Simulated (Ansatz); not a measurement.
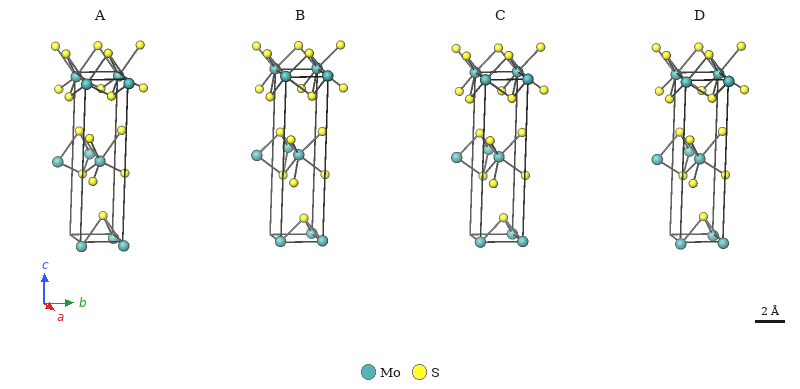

4 geometries from one relaxation of a crystal of MoS2 (set up in P1), in shuffled order. Style: ball-and-stick. Shown: the cell of the calculation, slightly off an axis.

Case: all S atoms moved 0.5 Å in one direction; relaxed back.

All numbers below come from DFT PBE+D3(BJ), scalar-relativistic, plane waves, PAW (Ansatz 0.2.0). Settings: plane-wave cutoff 420 eV; k-point mesh 12 × 12 × 10; occupations gaussian; smearing width 0.05 eV; no spin polarisation; cell and atoms relaxed; force threshold 0.01 eV/Å; at most 80 steps.

Put them in the order of the run, from the start to the converged end.

Answer. A, D, B, C. They are steps 0, 1, 2, 6, at +1088 meV per atom, +175 meV per atom, +48.1 meV per atom relative to the last. The largest moves, 0.33 Å, are those of Mo atoms. Largest moves by element: Mo 0.33 Å, S 0.17 Å. The cell stays as it was. Near-neighbour distances that change, for instance: Mo–S 2.859 → 2.399 Å, Mo–S 1.983 → 2.400 Å, Mo–S 2.699 → 2.399 Å, Mo–S 2.132 → 2.400 Å. Among the angles between lasting bonds that change: S–Mo–S 100.0° → 82.1°, Mo–S–Mo 100.0° → 82.1°, Mo–S–Mo 69.0° → 82.2°. The space group (tolerance 0.01 Å) goes from P1 (No. 1) to R3m (No. 160). Over 5 accepted moves (6 points after the start) the energy falls by 1088 meV per atom. Largest force component: 11 eV/Å at the start, 0.0026 eV/Å at the end. Pressure: 20.14 GPa at the start and 0.00 GPa at the end. The SCF was repeated once at an unchanged geometry on a basis and grid sized afresh for the cell, which shifted the energy by less than 0.05 meV per atom at most.
